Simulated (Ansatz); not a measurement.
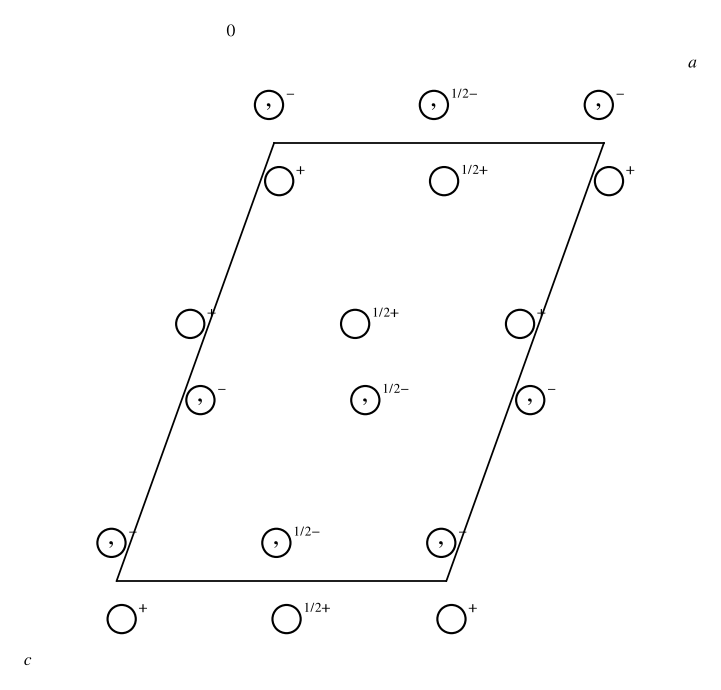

General positions of a space group, projected down b, computed from the operations of a computed or model structure of composition Bi, which need not be its known form.

A circle is a general position, a comma marks the mirror image, + and − with a fraction give the height (along the projection axis: ½+ is ½ plus the coordinate, − is its negative), and a split circle stands for two positions above each other.

Identify the space group.

C2/c, No. 15; C-centred monoclinic, point group 2/m, 8 general positions a cell.

Write the general positions (in any order).

For each centring vector (0, 0, 0), (1/2, 1/2, 0):
x, y, z; −x, −y, −z; −x, y, −z+1/2; x, −y, z+1/2
